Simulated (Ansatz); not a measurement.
Al32N31: several calculations on one system

Part 1: Relaxation

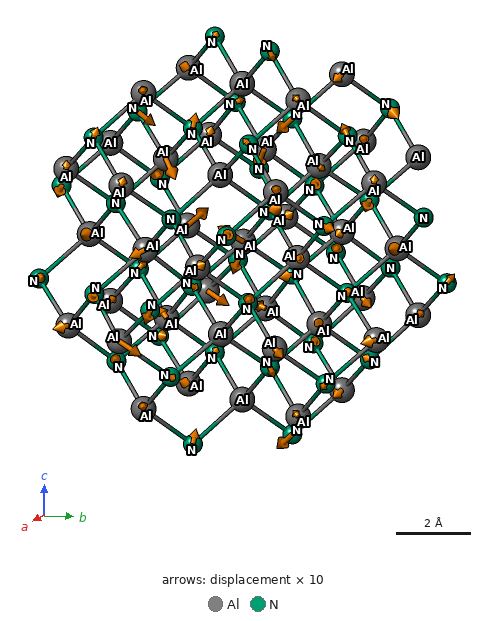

This is a relaxation of a defect cell of composition Al32N31. The starting structure is drawn; orange arrows show the displacements, magnified 10 times.

The picture is a ball-and-stick view of the atoms within 5.8 Å of the atom that moves most (axes of the cell of the calculation), seen slightly off an axis.

Method: DFT, PBEsol, PAW, plane waves (Ansatz). Set-up: plane-wave cutoff 420 eV; k-point mesh 1 × 1 × 1; mesh shifted by (0.25, 0.25, 0.25); collinear spin; atoms relaxed in a fixed cell; force threshold 0.03 eV/Å; at most 80 steps.

What did the optimiser do to the structure, and how much energy did it gain?

Answer. The largest move is that of an Al atom, 0.097 Å along [1 −1 1]. By element the largest moves are Al 0.097 Å, N 0.075 Å. The cell stays as it was. Among the contacts that change: Al–N 1.821 → 1.897 Å, Al–N 1.947 → 1.885 Å, Al–N 1.869 → 1.928 Å, Al–N 1.833 → 1.884 Å. Among the angles between lasting bonds that change: Al–N–Al 110.5° → 105.6°, Al–N–Al 110.0° → 105.4°, N–Al–N 111.1° → 107.0°. Over 6 geometry steps the energy falls by 0.830 eV per cell of the calculation. Largest force component: 1.3 eV/Å at the start, 0.018 eV/Å at the end.

Part 2: Relaxation

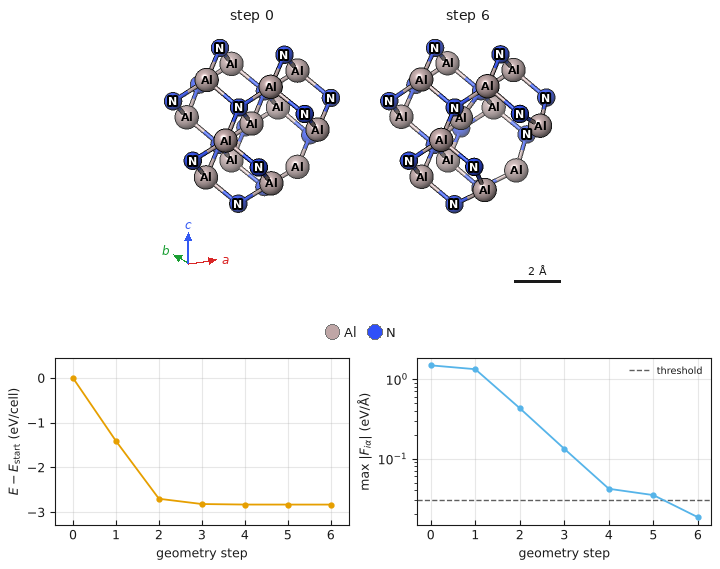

First and last geometry of a relaxation of a defect cell of composition Al₃₂N₃₁ (cell charge +3), with the history of the run. Style: ball-and-stick. Shown: the atoms within 4.2 Å of the atom that moves most (axes of the cell of the calculation (origin shifted)), slightly off an axis.

All numbers below come from DFT, PBEsol, PAW, plane waves (Ansatz). Settings: plane-wave cutoff 420 eV; k-point mesh 1 × 1 × 1; mesh shifted by (0.25, 0.25, 0.25); no spin polarisation; atoms relaxed in a fixed cell; force threshold 0.03 eV/Å; at most 80 steps.

> What do the curves and the structures tell?

It converged. The largest moves, 0.39 Å, are those of Al atoms. By element the largest moves are Al 0.39 Å, N 0.06 Å. The cell doesn't change. Some distances before and after: Al–N 1.930 → 1.819 Å, Al–N 1.906 → 1.817 Å, Al–N 1.886 → 1.819 Å, Al–N 1.833 → 1.898 Å. Bond angles that change, for instance: Al–N–Al 108.7° → 97.4°, Al–N–Al 108.2° → 97.3°, N–Al–N 107.5° → 118.3°. The energy falls by 2.829 eV per cell of the calculation in 6 geometry steps. Largest force component: 1.5 eV/Å at the start, 0.018 eV/Å at the end.

Limits of the set-up: the cell is charged, on a uniform background, and energies carry no finite-size correction.

Part 3: Defect

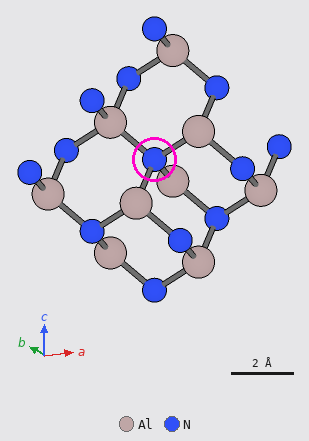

Perfect AlN. Style: ball-and-stick. Shown: the atoms within 4.6 Å of one point, in a slice 3.4 Å thick across the line of sight, slightly off an axis.

These are results of DFT, PBEsol, PAW, plane waves (Ansatz), not measurements. (plane-wave cutoff 420 eV; k-point mesh 1 × 1 × 1; mesh shifted by (0.25, 0.25, 0.25); collinear spin) Fermi-Dirac smearing of 0.01 eV. The axes drawn are those of the host's conventional cell.

A nitrogen atom is taken out (a vacancy) at the ringed place, in charge state 0. The supercell has 64 sites, and the atoms are relaxed at the host's cell.

> How do the neighbours respond?

Around the empty N site the host had 4 Al at 1.90 Å; after relaxation the nearest atoms are 4 Al at 1.86 to 1.91 Å. Of the host's atoms, an aluminium atom moves furthest from its site, by 0.09 Å. The cell's net moment is 1.00 μB.

The relaxed defect, seen from the same direction:

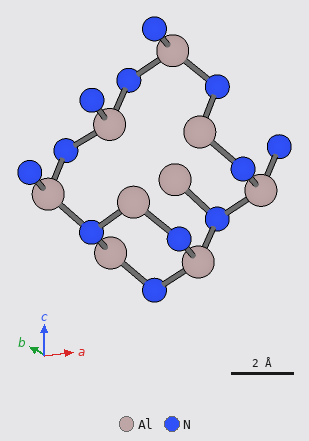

Part 4: Defect

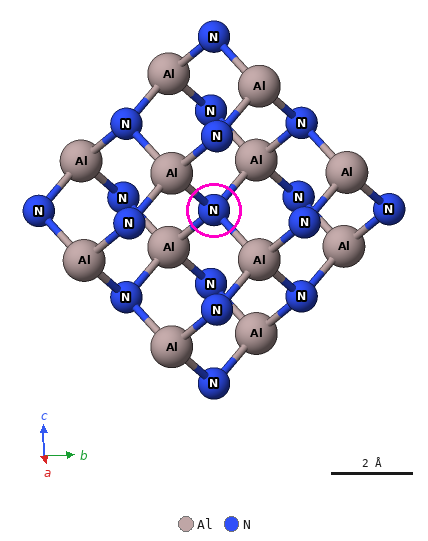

Perfect AlN. Style: ball-and-stick. Shown: the atoms within 4.6 Å of one point, in a slice 5.0 Å thick across the line of sight, from a free direction.

Method: Ansatz 0.2.0, DFT, PBEsol, PAW, plane waves. Set-up: plane-wave cutoff 420 eV; k-point mesh 1 × 1 × 1; mesh shifted by (0.25, 0.25, 0.25); no spin polarisation. Fermi-Dirac smearing of 0.01 eV. A uniform background neutralises the charged cell. The axes drawn are those of the host's conventional cell.

A nitrogen atom is taken out (a vacancy) at the ringed place, in charge state +3. The supercell has 64 sites, and the atoms are relaxed at the host's cell.

**How do the neighbours respond?**

Around the empty N site the host had 4 Al at 1.90 Å; after relaxation the nearest atoms are 4 Al at 2.29 to 2.30 Å. Of the host's atoms, an aluminium atom moves furthest from its site, by 0.40 Å.

The relaxed defect, seen from the same direction:

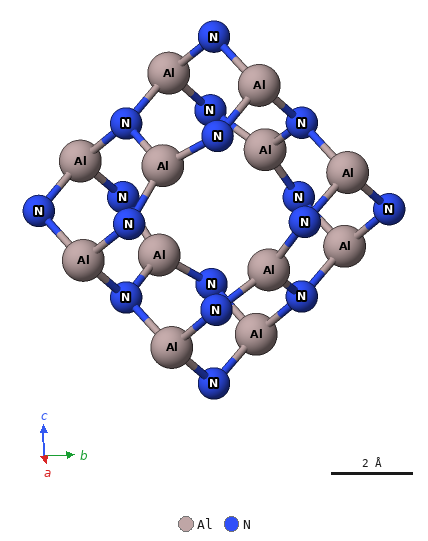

Limits of the set-up: the cell is charged, on a uniform background, and energies carry no finite-size correction.
